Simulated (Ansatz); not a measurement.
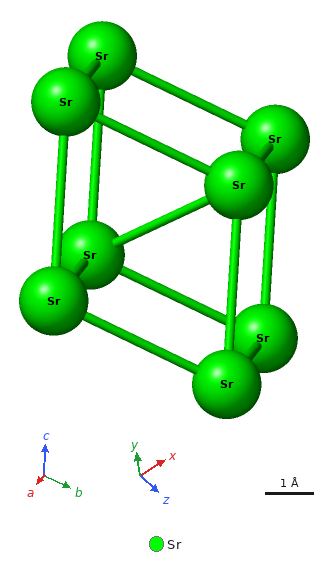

Energy scan for solid Sr (Im-3m), in which the cell is strained equally along x and y and separately along z, with the atoms kept at their fractional coordinates. x, y and z are the Cartesian axes of the input. The picture shows the reference cell. The picture is a ball-and-stick view of the cell of the calculation, seen slightly off an axis.

Method: DFT r2SCAN, scalar-relativistic, plane waves, PAW (Ansatz 0.2.0). Set-up: plane-wave cutoff 500 eV; k-point mesh 14 × 14 × 14; occupations gaussian; smearing width 0.15 eV; no spin polarisation. Energies (free energies at the smearing named) are counted from the cell as listed in its source, which wasn't relaxed.

```
CELL_PARAMETERS angstrom
-2.42500 2.42500 2.42500
2.42500 -2.42500 2.42500
2.42500 2.42500 -2.42500
ATOMIC_POSITIONS crystal
Sr 0.00000 0.00000 0.00000
```

Question: Give the energy at each point on a grid with rows −0.030, −0.015, 0.000, 0.015, 0.030 and columns −0.030, −0.015, 0.000, 0.015, 0.030 (strain along x and y; strain along z).

Answer: Rows: strain along x and y; columns: strain along z; values in meV/atom.

|  | −0.030 | −0.015 | 0.000 | 0.015 | 0.030 |
| --- | --- | --- | --- | --- | --- |
| −0.030 | 9.1 | 5.4 | 2.6 | 0.8 | −0.4 |
| −0.015 | 2.5 | 0.5 | −0.5 | −0.7 | −0.1 |
| 0.000 | −0.3 | −0.6 | 0.0 | 1.4 | 3.6 |
| 0.015 | 0.1 | 1.4 | 3.7 | 6.7 | 10.5 |
| 0.030 | 3.8 | 6.6 | 10.4 | 15.0 | 20.3 |

In pairs of (strain along x and y; strain along z): the lowest computed points lie at (−0.015, 0.015), (0.000, −0.015) (−0.7 meV/atom), the highest at (0.030, 0.030) (20.3 meV/atom). The valley is tilted: raising the in-plane strain is made harder by raising the strain along z (cross term 1.04 of the geometric mean of the two curvatures). Over the ranges scanned the energy rises more along the first axis, the in-plane strain. The pressure runs from −1.0 GPa at (0.030, 0.030) to 0.9 GPa at (−0.030, −0.030).
